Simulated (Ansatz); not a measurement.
# Transmission past a defect: Mo wire along [100], 4 atoms a period, Ti in place of one Mo

What does the defect do to the conductance?

Calculated with Ansatz 0.2.0; DFT PBE, plane waves, PAW; relaxation of a wire's period, in the first sound run; inputs show where later runs differ.

## 1. The structure

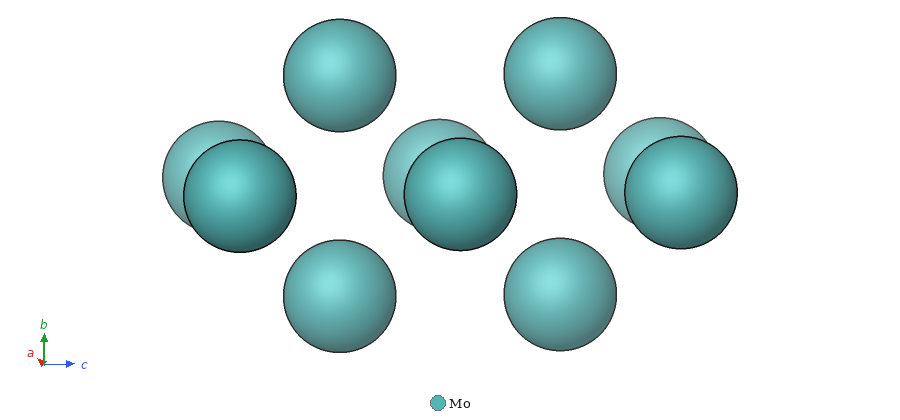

The cell as given, from the side, with the c axis across the page (molybdenum teal). 1×1×2 cells are drawn. Some periodic images of atoms are drawn too.

The cell holds 4 atoms: 4 Mo. Cell: a = 9.960 Å, b = 9.960 Å, c = 3.160 Å, α = 90.0°, β = 90.0°, γ = 90.0°. Vacuum lies along a and b. The structure's axis is c.

## 2. The relaxed wire

Band widths follow the bond lengths, so the wire is relaxed first. The atoms and the third cell vector are free; the box across stays fixed as vacuum. A Fermi-Dirac smearing is set since the result may be a metal. The pressure printed is a third of the stress's trace over the whole box, vacuum included; only the stress along the axis is relaxed.

input.yaml

```yaml
crystal:
  lattice:
    - [9.96, 0.0, 0.0]
    - [0.0, 9.96, 0.0]
    - [0.0, 0.0, 3.16]
  atoms:
    - { symbol: Mo, position: [0.341365462, 0.5, 0.0] }
    - { symbol: Mo, position: [0.658634538, 0.5, 0.0] }
    - { symbol: Mo, position: [0.5, 0.341365462, 0.5] }
    - { symbol: Mo, position: [0.5, 0.658634538, 0.5] }
kpoints:
  mp_grid: { grid: [1, 1, 26] }
scf:
  occupations: { method: fermi_dirac, width: 0.05 }
hamiltonian:
  xc: pbe
relax:
  cell: { fix: [a, b, alpha, beta, gamma] }
  max_steps: 60
```

Launch:

```sh
$ ansatz run input.yaml --threads 4 --pin off --max-ram 16384MiB --backend cpu --events-out ev --progress --plain --runs-dir out
```

Numbers of over 12 decimals in the logs are rounded to 6 here.

What it wrote:

```text
Engine: ansatz 0.2.0, aarch64-unknown-linux-gnu
Pseudopotentials: kind: paw
Pseudopotential: Mo, paw, valence charge 14, recommended cutoff 420 eV (normal), Mo.paw.azcp
Functional definition: PBE
  parameter kappa = 0.804
  parameter beta = 0.066725
  exchange = pbe_x(kappa = kappa, mu = beta*pi^2/3)
  correlation = pbe_c(beta = beta)
Crystal: 4 atoms, lattice volume = 313.477 Å³
Basis set: ecut = 420 eV, 6175 PW (Γ), exchange–correlation on 144×144×48 points (8 copies of the dense FFT grid, shifted against one another)
Bands: 34, of which v1, the nominal top of the filled ones, is band 28 counted from 1 (27 counted from 0)
Symmetry: 16 space group operations
Space group: P42/mmc (ITA 131), of the structure as read, at distance tolerance 6.8e-5 Å
k-points: 14 of 26
Non-local potential: Mo, projectors of the file, l = 0: 3, l = 1: 2, l = 2: 2, l = 3: 1
PAW form: soft (Blöchl's): semilocal exchange-correlation on the pseudo side does not see the compensation charge
PAW one-centre angular grid: Mo, 590 points (default); XC on 64 Gauss nodes
Initial density: superposition of atomic densities (neutral atoms: chi_scale 0, normalization atom), corrected by the library's trained network
Initial wavefunctions: pseudopotential atomic-orbital guess
Functional: x = pbe(κ = 0.804, μ = 0.219515), c = pbe(β = 0.066725)
SCF iter   1: F=—  HF=-19813.588440 eV  |F-HF|=—  |Δ(HF+E_count)|=         —  Δρ=7.30e-3  dr2=9.45e-2  ethr=1.77e-3  ⟨swp⟩=7.4  Hψ=4285  notcnv=0
automatic band count: the SCF goes on with 40 bands, as 34 were too few: the levels above may hold too much charge
preconditioner: auto → LDOS  [metal: Δε(μ)=0.102 eV  Ē_g=3.227 eV  σ=0.050 eV  W_gap=0.40  n_scr=38 (ndim 8)  ℏωp=10.3 eV  f_vac=0.588  D(μ)=6.45/eV (n_scr^D=28)  β→1.0]
SCF iter   2: F=—  HF=-19813.596051 eV  |F-HF|=—  |Δ(HF+E_count)|=   7.61e-3  Δρ=3.40e-3  dr2=4.15e-2  ethr=1.69e-4  ⟨swp⟩=3.0  Hψ=1225  notcnv=0  defer=8
SCF iter   3: F=—  HF=-19813.590128 eV  |F-HF|=—  |Δ(HF+E_count)|=   5.92e-3  Δρ=1.18e-3  dr2=1.44e-2  ethr=7.41e-5  ⟨swp⟩=2.8  Hψ=1045  notcnv=0  defer=8
SCF iter   4: F=—  HF=-19813.589167 eV  |F-HF|=—  |Δ(HF+E_count)|=   9.62e-4  Δρ=7.44e-4  dr2=1.72e-3  ethr=2.57e-5  ⟨swp⟩=2.0  Hψ=808  notcnv=0  defer=8
SCF iter   5: F=—  HF=-19813.588937 eV  |F-HF|=—  |Δ(HF+E_count)|=   2.30e-4  Δρ=1.89e-4  dr2=2.83e-4  ethr=3.07e-6  ⟨swp⟩=2.1  Hψ=713  notcnv=0  defer=8
SCF iter   6: F=—  HF=-19813.589031 eV  |F-HF|=—  |Δ(HF+E_count)|=   9.45e-5  Δρ=4.39e-5  dr2=6.90e-6  ethr=5.06e-7  ⟨swp⟩=2.0  Hψ=723  notcnv=0  defer=8
SCF iter   7: F=—  HF=-19813.589250 eV  |F-HF|=—  |Δ(HF+E_count)|=   2.19e-4  Δρ=1.24e-5  dr2=5.84e-7  ethr=1.23e-8  ⟨swp⟩=2.4  Hψ=972  notcnv=0  defer=8
SCF iter   8: F=-19813.589251 eV  HF=-19813.589251 eV  |F-HF|=5.24e-10  |Δ(HF+E_count)|=   1.08e-6  Δρ=3.95e-6  dr2=9.55e-8  ethr=1.79e-10  ⟨swp⟩=5.1  Hψ=1959  notcnv=0
SCF 1 converged in 8 iterations: F = -19813.589251 eV  dr2 = 9.55e-8
  greatest PAW one-centre occupation: 0.998 electrons in one spin orbital (limit 2), on the Mo atom at site 3 (counted from 0), in its partial waves of l = 0
relax step   1: F+E_penalty+E_count = -19813.58925117 eV  Δ(F+E_penalty+E_count) = +0.000e0 eV  max|allowed force component| = 4.075e0 eV/Å  Δτ_max = 0.0000 Å  P = -6.608 GPa  Ω = 313.477 Å³  fix = [a, b, alpha, beta, gamma]  reactions: a -6.608, b -6.608 GPa  (8 SCF iters, dr2 threshold 1.00e-7 eV, accepted)
Crystal: 4 atoms, lattice volume = 309.297 Å³
Basis set: ecut = 420 eV, 6103 PW (Γ), exchange–correlation on 144×144×48 points (8 copies of the dense FFT grid, shifted against one another)
Bands: 40, of which v1, the nominal top of the filled ones, is band 28 counted from 1 (27 counted from 0)
Initial density: handed on by an earlier stage of this run
Initial wavefunctions: those handed on with the density
iter 1 solved again at ethr=2.06e-3 eV; its pass at ethr=3.10e-3 eV (dr2=1.15e0 eV) is discarded
SCF iter   1: F=—  HF=-19815.483515 eV  |F-HF|=—  |Δ(HF+E_count)|=         —  Δρ=1.67e-2  dr2=1.18e0  ethr=2.06e-3  ⟨swp⟩=1.3  Hψ=2918  notcnv=0
preconditioner: auto → LDOS  [metal: Δε(μ)=0.127 eV  Ē_g=4.264 eV  σ=0.050 eV  W_gap=0.47  n_scr=38 (ndim 8)  ℏωp=10.3 eV  f_vac=0.629  D(μ)=2.43/eV (n_scr^D=8)  β→1.0]
SCF iter   2: F=—  HF=-19815.638691 eV  |F-HF|=—  |Δ(HF+E_count)|=   1.55e-1  Δρ=1.15e-2  dr2=1.86e0  ethr=2.06e-3  ⟨swp⟩=4.1  Hψ=1384  notcnv=0
SCF iter   3: F=—  HF=-19815.349928 eV  |F-HF|=—  |Δ(HF+E_count)|=   2.89e-1  Δρ=2.47e-3  dr2=2.85e-2  ethr=2.06e-3  ⟨swp⟩=2.9  Hψ=1045  notcnv=0  defer=30
SCF iter   4: F=—  HF=-19815.351212 eV  |F-HF|=—  |Δ(HF+E_count)|=   1.28e-3  Δρ=6.61e-4  dr2=1.50e-3  ethr=5.08e-5  ⟨swp⟩=2.6  Hψ=1035  notcnv=0  defer=30
SCF iter   5: F=—  HF=-19815.351844 eV  |F-HF|=—  |Δ(HF+E_count)|=   6.32e-4  Δρ=2.20e-4  dr2=1.75e-4  ethr=2.68e-6  ⟨swp⟩=3.0  Hψ=1060  notcnv=0  defer=30
SCF iter   6: F=—  HF=-19815.352242 eV  |F-HF|=—  |Δ(HF+E_count)|=   3.98e-4  Δρ=7.30e-5  dr2=1.53e-5  ethr=3.12e-7  ⟨swp⟩=2.5  Hψ=813  notcnv=0  defer=29
SCF iter   7: F=-19815.352246 eV  HF=-19815.352246 eV  |F-HF|=7.37e-7  |Δ(HF+E_count)|=   3.81e-6  Δρ=1.40e-5  dr2=3.27e-7  ethr=7.14e-10  ⟨swp⟩=4.1  Hψ=2542  notcnv=0
SCF 2 converged in 7 iterations: F = -19815.352246 eV  dr2 = 3.27e-7
  greatest PAW one-centre occupation: 0.999 electrons in one spin orbital (limit 2), on the Mo atom at site 3 (counted from 0), in its partial waves of l = 0
relax step   2: F+E_penalty+E_count = -19815.35224641 eV  Δ(F+E_penalty+E_count) = -1.763e0 eV  max|allowed force component| = 7.673e-1 eV/Å  Δτ_max = 0.1953 Å  P = +0.274 GPa  Ω = 309.297 Å³  energy of the carried Pulay correction = +2.012e-4 eV  fix = [a, b, alpha, beta, gamma]  reactions: a +1.070, b +1.070 GPa  (7 SCF iters, dr2 threshold 4.00e-7 eV, accepted)
Crystal: 4 atoms, lattice volume = 294.792 Å³
Basis set: ecut = 420 eV, 5741 PW (Γ), exchange–correlation on 144×144×48 points (8 copies of the dense FFT grid, shifted against one another)
iter 1 solved again at ethr=8.25e-5 eV; its pass at ethr=3.10e-3 eV (dr2=4.62e-2 eV) is discarded
SCF iter   1: F=—  HF=-19815.336983 eV  |F-HF|=—  |Δ(HF+E_count)|=         —  Δρ=5.07e-3  dr2=4.72e-2  ethr=8.25e-5  ⟨swp⟩=1.9  Hψ=3140  notcnv=0
preconditioner: auto → LDOS  [insulator: Δε(μ)=0.199 eV  Ē_g=4.150 eV  σ=0.050 eV  W_gap=0.51  n_scr=36 (ndim 8)  ℏωp=10.6 eV  f_vac=0.611  D(μ)=5.79/eV (n_scr^D=24)  ε∞_Penn≈7.5  β→1.0]
SCF iter   2: F=—  HF=-19815.330334 eV  |F-HF|=—  |Δ(HF+E_count)|=   6.65e-3  Δρ=1.65e-3  dr2=6.20e-3  ethr=8.25e-5  ⟨swp⟩=3.0  Hψ=1177  notcnv=0
SCF iter   3: F=—  HF=-19815.330461 eV  |F-HF|=—  |Δ(HF+E_count)|=   1.27e-4  Δρ=5.57e-4  dr2=1.73e-3  ethr=1.11e-5  ⟨swp⟩=2.1  Hψ=1120  notcnv=0
SCF iter   4: F=—  HF=-19815.330361 eV  |F-HF|=—  |Δ(HF+E_count)|=   1.00e-4  Δρ=2.89e-4  dr2=4.51e-4  ethr=3.09e-6  ⟨swp⟩=2.4  Hψ=853  notcnv=0
SCF iter   5: F=—  HF=-19815.330333 eV  |F-HF|=—  |Δ(HF+E_count)|=   2.84e-5  Δρ=9.82e-5  dr2=2.76e-5  ethr=8.05e-7  ⟨swp⟩=2.5  Hψ=902  notcnv=0
SCF iter   6: F=—  HF=-19815.330571 eV  |F-HF|=—  |Δ(HF+E_count)|=   2.38e-4  Δρ=3.92e-5  dr2=4.03e-6  ethr=4.93e-8  ⟨swp⟩=2.2  Hψ=857  notcnv=0
SCF iter   7: F=-19815.330576 eV  HF=-19815.330576 eV  |F-HF|=3.23e-7  |Δ(HF+E_count)|=   4.89e-6  Δρ=8.25e-6  dr2=2.46e-7  ethr=7.14e-10  ⟨swp⟩=4.0  Hψ=2339  notcnv=0
SCF 3 converged in 7 iterations: F = -19815.330576 eV  dr2 = 2.46e-7
relax step   3: F+E_penalty+E_count = -19815.33057584 eV  Δ(F+E_penalty+E_count) = +2.167e-2 eV  max|allowed force component| = 3.877e-1 eV/Å  Δτ_max = 0.0539 Å  P = +0.346 GPa  Ω = 294.792 Å³  energy of the carried Pulay correction = +9.209e-4 eV  fix = [a, b, alpha, beta, gamma]  (7 SCF iters, dr2 threshold 4.00e-7 eV, rejected (line search))
[...]
relax step   4: F+E_penalty+E_count = -19815.41602511 eV  Δ(F+E_penalty+E_count) = -6.378e-2 eV  max|allowed force component| = 1.822e-1 eV/Å  Δτ_max = 0.0329 Å  P = -0.243 GPa  Ω = 303.386 Å³  energy of the carried Pulay correction = +4.904e-4 eV  fix = [a, b, alpha, beta, gamma]  reactions: a -0.303, b -0.303 GPa  (10 SCF iters, accepted)
[...]
relax step   5: F+E_penalty+E_count = -19815.41787566 eV  Δ(F+E_penalty+E_count) = -1.851e-3 eV  max|allowed force component| = 1.478e-2 eV/Å  Δτ_max = 0.0054 Å  P = +0.028 GPa  Ω = 303.229 Å³  energy of the carried Pulay correction = +4.982e-4 eV  fix = [a, b, alpha, beta, gamma]  reactions: a -0.009, b -0.009 GPa  (5 SCF iters, dr2 threshold 4.00e-7 eV, accepted)
[...]
relax step   6: F+E_penalty+E_count = -19815.41792617 eV  Δ(F+E_penalty+E_count) = -5.051e-5 eV  max|allowed force component| = 1.315e-2 eV/Å  Δτ_max = 0.0004 Å  P = -0.013 GPa  Ω = 303.571 Å³  energy of the carried Pulay correction = +4.813e-4 eV  fix = [a, b, alpha, beta, gamma]  reactions: a -0.012, b -0.012 GPa  (5 SCF iters, dr2 threshold 2.53e-8 eV, accepted)
[...]
relax step   7: F+E_penalty+E_count = -19815.41794674 eV  Δ(F+E_penalty+E_count) = -2.057e-5 eV  max|allowed force component| = 2.691e-4 eV/Å  Δτ_max = 0.0005 Å  P = -0.021 GPa  Ω = 303.490 Å³  energy of the carried Pulay correction = +4.853e-4 eV  fix = [a, b, alpha, beta, gamma]  reactions: a -0.031, b -0.031 GPa  (5 SCF iters, dr2 threshold 1.08e-8 eV, accepted)
Initial wavefunctions: pseudopotential atomic-orbital guess (no wavefunctions were taken with the density)
iter 1 solved again at ethr=2.58e-7 eV; its pass at ethr=3.10e-3 eV (dr2=1.44e-4 eV) is discarded
SCF iter   1: F=—  HF=-19815.417141 eV  |F-HF|=—  |Δ(HF+E_count)|=         —  Δρ=4.20e-5  dr2=7.49e-7  ethr=2.58e-7  ⟨swp⟩=4.0  Hψ=4093  notcnv=0
SCF iter   2: F=—  HF=-19815.417342 eV  |F-HF|=—  |Δ(HF+E_count)|=   2.01e-4  Δρ=7.47e-6  dr2=1.82e-7  ethr=1.34e-9  ⟨swp⟩=2.8  Hψ=1016  notcnv=0
SCF iter   3: F=—  HF=-19815.417342 eV  |F-HF|=—  |Δ(HF+E_count)|=   3.14e-8  Δρ=3.34e-6  dr2=1.07e-7  ethr=3.24e-10  ⟨swp⟩=2.8  Hψ=1114  notcnv=0
SCF iter   4: F=—  HF=-19815.417342 eV  |F-HF|=—  |Δ(HF+E_count)|=   2.04e-8  Δρ=1.16e-6  dr2=4.06e-9  ethr=1.91e-10  ⟨swp⟩=2.0  Hψ=730  notcnv=0
SCF iter   5: F=—  HF=-19815.417342 eV  |F-HF|=—  |Δ(HF+E_count)|=   1.32e-9  Δρ=2.51e-7  dr2=2.61e-10  ethr=7.24e-12  ⟨swp⟩=3.0  Hψ=1108  notcnv=0
SCF iter   6: F=-19815.417342 eV  HF=-19815.417342 eV  |F-HF|=1.09e-11  |Δ(HF+E_count)|=  4.37e-11  Δρ=5.07e-8  dr2=8.26e-12  ethr=1.00e-12  ⟨swp⟩=5.3  Hψ=1933  notcnv=0
SCF 8 converged in 6 iterations: F = -19815.417342 eV  dr2 = 8.26e-12
relax step   8: F+E_penalty+E_count = -19815.41734179 eV  Δ(F+E_penalty+E_count) = +6.050e-4 eV  max|allowed force component| = 7.388e-5 eV/Å  Δτ_max = 0.0000 Å  P = -0.019 GPa  Ω = 303.490 Å³  fix = [a, b, alpha, beta, gamma]  reactions: a -0.029, b -0.029 GPa  stress off target by 1.80e-3 GPa on what of the cell is left free  SCF on the basis re-selected at this cell (its energy is not comparable with the rows above)  (6 SCF iters)
basis re-selected at this cell: Δ(F+E_penalty+E_count) = +6.050e-4 eV, ΔP = +0.002 GPa vs the last step (what re-selecting the basis moved, of the pressure what is left beyond the Pulay correction that the steps carried, after the strain that the cell walked since its last selection, with what the two solves' SCF thresholds leave and, on support functions, any second-order correction that the steps lacked; it is no m [...]
SCF converged after 6 iterations
Free energy (F): -19815.417342 eV
Harris-Foulkes:  -19815.417342 eV  (|F-HF|=1.09e-11)
Internal energy: -19815.390416 eV  (E = F + TS)
E sigma→0 (E₀):  -19815.403879 eV
Entropy (-TS):   -0.026926 eV (-6.732 meV/atom)
Fermi energy:    1.854348 eV
--- Per-component energies (eV) ---
  E_band       = -1290.294621
  E_kinetic    = 1764.284208
  E_local      = -18906.006172  (includes V_loc(G=0)·N_el)
  E_nonlocal   = 583.760839
  E_hartree    = 8377.654753
  E_xc         = -726.745308
  E_vxc        = -906.018923  (∫ρ·V_xc dr)
  E_paw        = -12809.061963  (= ΣΔE_a)
  E_vpaw       = -581.624140  (= ΣTr[D̂ρ^β])
  E_aug_tail   = 0.000165  (compensation charges beyond the density's cutoff)
  E_ewald      = 1900.723063
  E_smearing   = -0.026926  (= −TS)
  E_closure    = -0.000000  (closes the sum)
  Σ components = -19815.417342   (vs F -19815.417342, Δ=0.00e0)
--- Forces (eV/Å), atoms counted from 1 ---
  atom   1  Mo     0.00007388     0.00000000     0.00000000
  atom   2  Mo    -0.00007388     0.00000000     0.00000000
  atom   3  Mo    -0.00000000     0.00007388     0.00000000
  atom   4  Mo    -0.00000000    -0.00007388     0.00000000
  max |Σ_I F_I| component: 4.07e-20 eV/Å
--- Stress (GPa, compression-positive) ---
       -0.028881       0.000000       0.000000
        0.000000      -0.028881       0.000000
        0.000000       0.000000       0.001804
  P = ⅓ Tr σ = -0.0187 GPa (-0.187 kbar)
--- Relaxed structure (7 steps of the walk, 6 accepted, 1 SCFs on fresh bases) ---
  F+E_penalty+E_count = -19815.41734179 eV   max|allowed force component| = 7.388e-5 eV/Å   (the final SCF, on the basis selected at the relaxed cell)
  cell:  # Å, volume = 303.4898 Å³
    - [9.96, 0.0, 0.0]
    - [0.0, 9.96, 0.0]
    - [0.0, 0.0, 3.059324]
  atoms:
    - { symbol: Mo, position: [0.358204, 0.5, 0.0] }
    - { symbol: Mo, position: [0.641796, 0.5, 0.0] }
    - { symbol: Mo, position: [0.5, 0.358204, 0.5] }
    - { symbol: Mo, position: [0.5, 0.641796, 0.5] }
```

It took 18 s on 4 threads of Arm Neoverse V1, shared host; peak memory 0.69 GiB; 70 s of CPU time.

Step by step:

| step | energy less that of the first step (eV) | largest force component (eV/Å) | pressure (GPa) | volume (Å³) |
| --- | --- | --- | --- | --- |
| 1 | 0.0000 | 4.0753 | -6.61 | 313.48 |
| 2 | -1.7630 | 0.7673 | 0.27 | 309.30 |
| 3 | -1.7413 | 0.3877 | 0.35 | 294.79 |
| 4 | -1.8268 | 0.1822 | -0.24 | 303.39 |
| 5 | -1.8286 | 0.0148 | 0.03 | 303.23 |
| 6 | -1.8287 | 0.0132 | -0.01 | 303.57 |
| 7 | -1.8287 | 0.0003 | -0.02 | 303.49 |
| 8* | -1.8281 | 0.0001 | -0.02 | 303.49 |

Relaxation steps marked * repeat the geometry before them on a plane-wave basis chosen anew for their cell, so energy and pressure can jump there. Relaxation step 3 was tried and not accepted.

The run keeps the 16 symmetry operations that it works with, so distortions that break them were not tested.

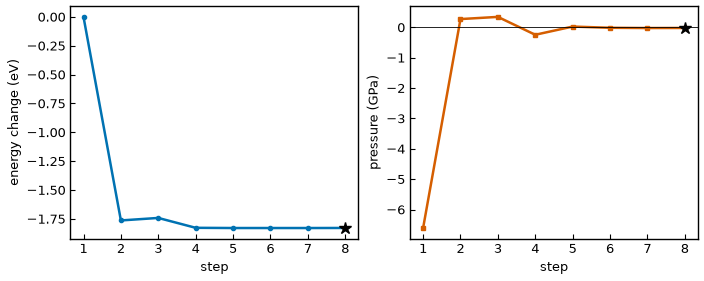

Energy and pressure along the relaxation. Stars mark steps on a basis chosen anew.

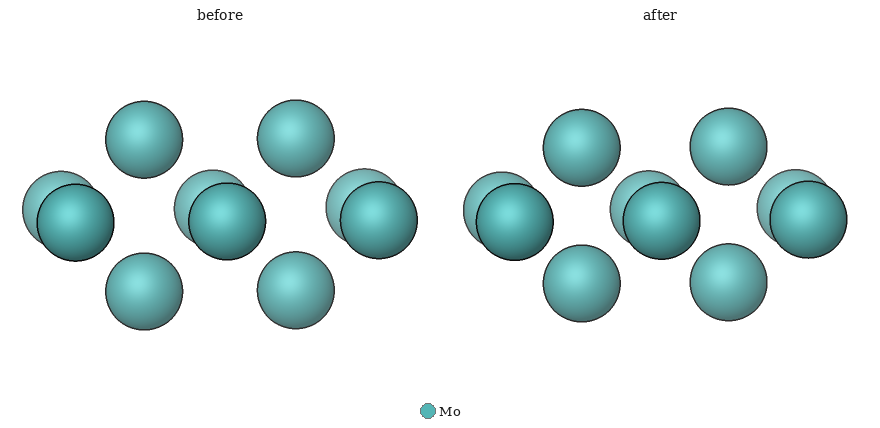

Before and after, at one scale.

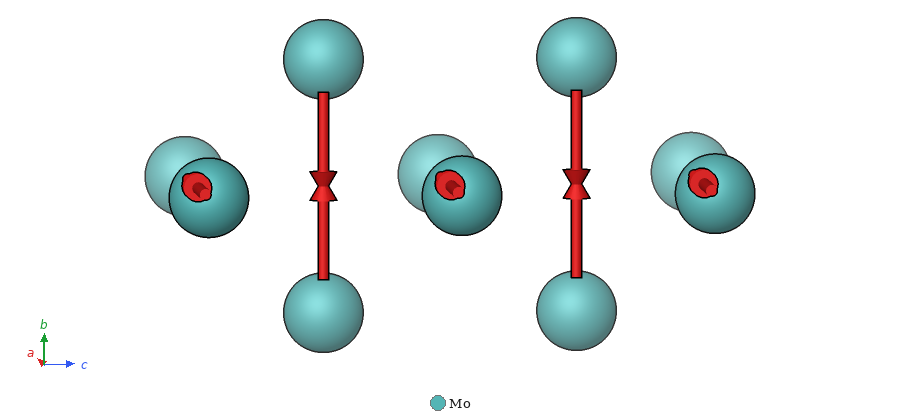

Displacements in the relaxation, exaggerated, measured against the changing cell; the longest in the cell stands for 0.17 Å. 1×1×2 cells are drawn. Some periodic images of atoms are drawn too.

| cell as run | before | after | change |
| --- | --- | --- | --- |
| c (Å) | 3.160 | 3.059 | -3.2 % |

The atoms that moved most (Å, along periodic axes as changes of fractional coordinates times the final cell, across vacuum about the mean position):

| atom | dx | dy | dz | length |
| --- | --- | --- | --- | --- |
| Mo1 | 0.168 | 0.000 | 0.000 | 0.168 |
| Mo2 | -0.168 | 0.000 | 0.000 | 0.168 |
| Mo3 | 0.000 | 0.168 | 0.000 | 0.168 |
| Mo4 | 0.000 | -0.168 | 0.000 | 0.168 |

The relaxed structure:

```xyz
4
Lattice="9.9600 0.0000 0.0000 0.0000 9.9600 0.0000 0.0000 0.0000 3.0593" Properties=species:S:1:pos:R:3
Mo    3.5677    4.9800    0.0000
Mo    6.3923    4.9800    0.0000
Mo    4.9800    3.5677    1.5297
Mo    4.9800    6.3923    1.5297
```

This step gave:

- energy at zero smearing: -19815.4039 eV
- cell length along the wire: 3.059 Å

The cell's length comes to 3.059 Å with spin left out.

[end of part 1 of 3]

[Logs are printed without paths, hosts, clocks, repeated set-up lines and the standing remarks that a program may print on its own settings, such as how far it seeks lower states.]

[Hosts, paths, dates, database ids (printed as entryN), source tags and the programs' standing remarks are cut or masked in the printed files.]
